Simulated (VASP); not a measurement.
# Geometry relaxation of Ti (part 2 of 2)

Continued. System: Ti (P6₃/mmc, 2 atoms in the cell). Method: Kohn-Sham DFT of a periodic cell, LDA, VASP PAW LDA potentials, recommended, no spin polarisation (VASP 6.6.1); cutoff 600 eV, 18×18×9 k-mesh, methfessel-paxton of 0.1 eV. The structure derives from an entry of the Crystallography Open Database.

Geometry of the input (Å; fractional positions):
```
2.8612  0.0000  -0.0000
-1.4306  2.4779  -0.0000
-0.0000  0.0000  4.5360
Ti 0.3333  0.6667  0.2500
Ti 0.6667  0.3333  0.7500
```

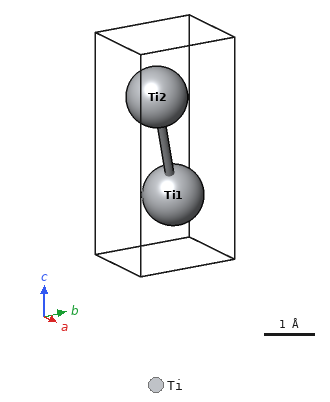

Figure 1. The geometry at step 1 of the log (ball-and-stick view of the cell of the calculation, seen slightly off an axis; atoms are numbered from 1 in the order of the input).

Parts of OUTCAR, continued
```
 Free energy of the ion-electron system (eV)
  ---------------------------------------------------
  ext. energy  EPLUGINS =         0.00000000
  ---------------------------------------------------
  free energy    TOTEN  =       -17.09855017 eV

  energy without entropy =      -17.09889367  energy(sigma->0) =      -17.09866467

------------------------ aborting loop because EDIFF is reached ----------------------------------------

  FORCE on cell =-STRESS in cart. coord.  units (eV):
  Direction    XX          YY          ZZ          XY          YZ          ZX
  --------------------------------------------------------------------------------------
  -------------------------------------------------------------------------------------
  Total       -0.0095448     -0.0095448      0.0144417     -0.0000000      0.0000000      0.0000000
  in kB       -0.4755215     -0.4755215      0.7194837     -0.0000000      0.0000000      0.0000000
  external PRESSURE =      -0.0771865 kB  Pullay stress =       0.0000000 kB

 VOLUME and BASIS-vectors are now :
 -----------------------------------------------------------------------------
  energy-cutoff  :      600.00
  volume of cell :       32.16
      direct lattice vectors                 reciprocal lattice vectors
     2.861207969  0.000000000  0.000000000     0.349502731  0.201785496  0.000000000
    -1.430603985  2.477878787  0.000000000     0.000000000  0.403570992  0.000000000
     0.000000000  0.000000000  4.536049459     0.000000000  0.000000000  0.220456150

 POSITION                                       TOTAL-FORCE (eV/Angst)
 -----------------------------------------------------------------------------------
     -0.00000      1.65192      1.13401         0.000000     -0.000000      0.000000
      1.43060      0.82596      3.40204        -0.000000      0.000000      0.000000
 -----------------------------------------------------------------------------------
    total drift:                                0.000000     -0.000000      0.000000

  FREE ENERGIE OF THE ION-ELECTRON SYSTEM (eV)
  ---------------------------------------------------
  free  energy   TOTEN  =       -17.0985501749 eV

  energy  without entropy=      -17.0988936703  energy(sigma->0) =      -17.09866467

--------------------------------------- Ionic step        2  -------------------------------------------

 number of electron      24.0000004 magnetization

 Free energy of the ion-electron system (eV)
  ---------------------------------------------------
  ext. energy  EPLUGINS =         0.00000000
  ---------------------------------------------------
  free energy    TOTEN  =       -17.09855695 eV

  energy without entropy =      -17.09892370  energy(sigma->0) =      -17.09867920

 E-fermi :   8.9512     XC(G=0): -12.1593     alpha+bet :-17.1643

 val. band max:        8.9478430743   @ k =   0.1111   0.0556   0.0000
 cond. band min:       8.9536685733   @ k =   0.0000   0.0000   0.4444
 fundamental gap:      0.0058254989
 Fermi energy:         8.9512473998

 k-point     1 :       0.0000    0.0000    0.0000
  band No.  band energies     occupation
      1     -47.1161      2.00000
      2     -46.9202      2.00000
      3     -24.1935      2.00000
      4     -23.3542      2.00000
      5     -23.3542      2.00000
      6     -23.2609      2.00000
      7     -23.2245      2.00000
      8     -23.2245      2.00000
      9       2.6405      2.00000
     10       6.0588      2.00000
     11       9.7167     -0.00000
     12       9.7167     -0.00000
     13       9.8434     -0.00000
     14      10.0329     -0.00000
     15      10.2717     -0.00000
     16      10.2717     -0.00000

 k-point     2 :       0.0556   -0.0000    0.0000
  band No.  band energies     occupation
      1     -47.1117      2.00000
      2     -46.9184      2.00000
      3     -24.1845      2.00000
      4     -23.3730      2.00000
      5     -23.3604      2.00000
      6     -23.2646      2.00000
      7     -23.2441      2.00000
      8     -23.2268      2.00000
      9       2.7347      2.00000
     10       6.1344      2.00000
     11       9.5080     -0.00000
     12       9.7851     -0.00000
     13       9.8081     -0.00000
     14      10.0128     -0.00000
     15      10.2222     -0.00000
     16      10.3328     -0.00000

 k-point     3 :       0.1111   -0.0000    0.0000
  band No.  band energies     occupation
      1     -47.0989      2.00000
      2     -46.9134      2.00000
      3     -24.1581      2.00000
      4     -23.4273      2.00000
      5     -23.3782      2.00000
      6     -23.3000      2.00000
      7     -23.2758      2.00000
      8     -23.2339      2.00000
      9       3.0112      2.00000
     10       6.3476      2.00000
     11       9.1960     -0.00291
     12       9.3042     -0.00001
     13       9.9870     -0.00000
     14      10.0591     -0.00000
     15      10.2603     -0.00000
     16      10.4525     -0.00000

 k-point     4 :       0.1667    0.0000    0.0000
  band No.  band energies     occupation
      1     -47.0788      2.00000
      2     -46.9059      2.00000
      3     -24.1159      2.00000
      4     -23.5110      2.00000
      5     -23.4046      2.00000
      6     -23.3838      2.00000
      7     -23.2946      2.00000
      8     -23.2454      2.00000
      9       3.4514      2.00000
     10       6.6513      2.00000
     11       8.7411      2.01137
     12       8.8550      2.04145
     13       9.8742     -0.00000
     14      10.2493     -0.00000
     15      10.3109     -0.00000
     16      10.3179     -0.00000

 k-point     5 :       0.2222   -0.0000    0.0000
  band No.  band energies     occupation
      1     -47.0535      2.00000
      2     -46.8975      2.00000
      3     -24.0607      2.00000
      4     -23.6143      2.00000
      5     -23.4839      2.00000
      6     -23.4360      2.00000
      7     -23.3210      2.00000
      8     -23.2603      2.00000
      9       4.0228      2.00000
     10       6.9466      2.00000
     11       8.2103      2.00000
     12       8.5544      2.00000
     13       9.7109     -0.00000
     14      10.0296     -0.00000
     15      10.1490     -0.00000
     16      10.7367     -0.00000

 [... the levels of 18 k-points are left out ...]

 k-point    24 :       0.3889    0.1111    0.0000
  band No.  band energies     occupation
      1     -46.9464      2.00000
      2     -46.8822      2.00000
      3     -23.9480      2.00000
      4     -23.7910      2.00000
      5     -23.7894      2.00000
      6     -23.5748      2.00000
      7     -23.4876      2.00000
      8     -23.3632      2.00000
      9       6.5207      2.00000
     10       6.8763      2.00000
     11       6.9621      2.00000
     12       8.2523      2.00000
     13       9.2745     -0.00005
     14       9.6073     -0.00000
     15      10.1885     -0.00000
     16      12.3377      0.00000

 [... further k-points ...]

------------------------ aborting loop because EDIFF is reached ----------------------------------------

  FORCE on cell =-STRESS in cart. coord.  units (eV):
  Direction    XX          YY          ZZ          XY          YZ          ZX
  --------------------------------------------------------------------------------------
  -------------------------------------------------------------------------------------
  Total       -0.0050193     -0.0050193      0.0041298     -0.0000000      0.0000000     -0.0000000
  in kB       -0.2500906     -0.2500906      0.2057709     -0.0000000      0.0000000     -0.0000000
  external PRESSURE =      -0.0981368 kB  Pullay stress =       0.0000000 kB

 VOLUME and BASIS-vectors are now :
 -----------------------------------------------------------------------------
  energy-cutoff  :      600.00
  volume of cell :       32.16
      direct lattice vectors                 reciprocal lattice vectors
     2.860549224 -0.000000000  0.000000000     0.349583217  0.201831964 -0.000000000
    -1.430274612  2.477308297  0.000000000     0.000000000  0.403663929 -0.000000000
     0.000000000  0.000000000  4.537629603     0.000000000  0.000000000  0.220379380

 POSITION                                       TOTAL-FORCE (eV/Angst)
 -----------------------------------------------------------------------------------
     -0.00000      1.65154      1.13441         0.000000      0.000000      0.000000
      1.43027      0.82577      3.40322        -0.000000     -0.000000      0.000000
 -----------------------------------------------------------------------------------
    total drift:                                0.000000     -0.000000      0.000000

  FREE ENERGIE OF THE ION-ELECTRON SYSTEM (eV)
  ---------------------------------------------------
  free  energy   TOTEN  =       -17.0985569454 eV

  energy  without entropy=      -17.0989237046  energy(sigma->0) =      -17.09867920

 reached required accuracy - stopping structural energy minimisation
```

CONTCAR
```
Ti
   1.00000000000000
     2.8605492240606627   -0.0000000000000133    0.0000000000000000
    -1.4302746119803544    2.4773082967881352    0.0000000000000000
     0.0000000000000000    0.0000000000000000    4.5376296032229204
  Ti
     2
Direct
     0.3333333332999970    0.6666666667000030    0.2500000000000000
     0.6666666667000030    0.3333333332999970    0.7500000000000000

  0.00000000E+00  0.00000000E+00  0.00000000E+00
  0.00000000E+00  0.00000000E+00  0.00000000E+00
```

Trajectory as extended XYZ (Å, eV, eV/Å), 2 frames, from step=0 to step=1
```
2
Lattice="2.8612 0.0000 0.0000 -1.4306 2.4779 0.0000 0.0000 0.0000 4.5360" Properties=species:S:1:pos:R:3:forces:R:3 step=0 energy=-17.09855
Ti    0.0000    1.6519    1.1340    0.0000   0.0000   0.0000
Ti    1.4306    0.8260    3.4020    0.0000   0.0000   0.0000
2
Lattice="2.8605 -0.0000 0.0000 -1.4303 2.4773 0.0000 0.0000 0.0000 4.5376" Properties=species:S:1:pos:R:3:forces:R:3 step=1 energy=-17.09856
Ti    0.0000    1.6515    1.1344    0.0000   0.0000   0.0000
Ti    1.4303    0.8258    3.4032    0.0000   0.0000   0.0000
```

Results in brief

| quantity | value |
| --- | --- |
| outcome | converged |
| space group (tolerance 0.01 Å) | P6₃/mmc (194) |
| electrons treated | 24 |
| free energy | −17.0986 eV |
| Fermi energy | 8.951 eV |
| gap on the k-point mesh | none (metallic) |
| pressure | −0.01 GPa |
| final volume | 32.16 Å³ |
| largest force (length of the vector) at the end | under 0.001 eV/Å |
| final cell | a = 2.861 Å, b = 2.861 Å, c = 4.538 Å, α = 90.00°, β = 90.00°, γ = 120.00° |
| wall time | 47 s |
| peak memory | 0.22 GiB |
